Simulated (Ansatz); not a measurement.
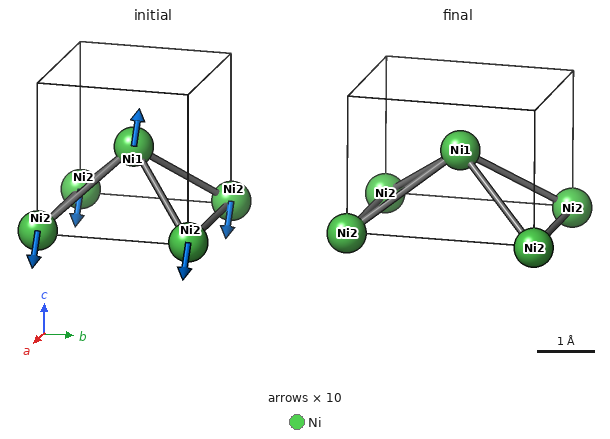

The structure of crystalline Ni (set up in P-1) before (left) and after (right) a relaxation, at one scale. The blue arrows give the displacements (the part carried along by the change of the cell is left out), 10 times their true length.

A ball-and-stick model of the cell of the calculation, seen slightly off an axis.

Case: a zone-boundary wave of random shape, sigma 0.05 Å; relaxed back.

Computed with Ansatz, DFT r2SCAN, scalar-relativistic, plane waves, PAW. (plane-wave cutoff 500 eV; k-point mesh 12 × 12 × 12; occupations gaussian; smearing width 0.15 eV; collinear spin; cell and atoms relaxed; force threshold 0.01 eV/Å; at most 80 steps)

**What changed between the two?**

The run was cut off at its time limit before the relaxation converged, so the last structure is only a point on the way. The largest moves relative to the cell, 0.070 Å, are those of Ni1 and Ni2. Ni1 goes along [−1 0 2]. The volume changes by −0.2 %, with a 2.766 → 2.476 Å (−10.5 %), b 2.766 → 3.435 Å (+24.2 %), c 2.766 → 2.486 Å (−10.1 %), α 90.0° → 89.8°, β 90.0° → 92.5°. Among the contacts that change: Ni1–Ni1 2.766 → 2.476 Å, Ni1–Ni2 2.315 → 2.516 Å, Ni1–Ni2 (another image) 2.355 → 2.436 Å, Ni1–Ni2 (another image) 2.474 → 2.450 Å. Within 0.06 Å the space group is P2_1/m at the start and Cmcm at the end; at a tighter tolerance small leftover displacements or strains of the cell lower it. The energy falls by 0.262 eV per cell of the calculation in 10 accepted moves (11 points after the start). Largest force component: 0.73 eV/Å at the start, 0.17 eV/Å at the end. Pressure: 1.26 GPa at the start and −1.14 GPa at the end. The line search rejected the trial step at point 5 of the run.
